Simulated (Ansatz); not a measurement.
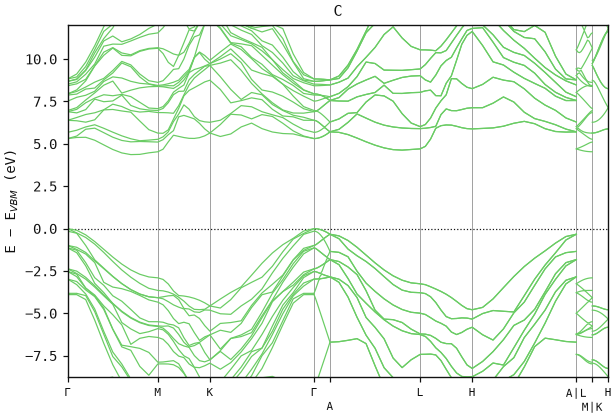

Band structure. Energies are counted from the top of the valence band.

What lattice type does the k path imply?

Answer. A hexagonal (primitive) lattice: the path Γ–M–K–Γ–A–L–H–A|L–M|K–H runs through the special points of its Brillouin zone.

The material is C, space group P6_3/mmc (No. 194), 12 atoms in the cell; a = 2.522 Å, c = 12.356 Å (hexagonal axes).

Method: RPBE, Ansatz PAW, no spin polarisation, no spin-orbit coupling, 12×12×3 k mesh, 420 eV cutoff, Fermi-Dirac smearing of 0.05 eV (Ansatz 0.2.0).

Is there a gap? Give its size, its kind and where the band edges lie.

Answer. The material is gapped. The gap along this path is 4.37 eV and indirect, from the valence-band top at Γ to the conduction-band bottom between Γ and M; the smallest direct gap is 5.31 eV, at Γ.

The PAW data sets were made with another functional. LDA, GGA and most meta-GGA functionals understate gaps. The cell is at 8 GPa in this functional. This is a hexagonal form of diamond, not graphite.
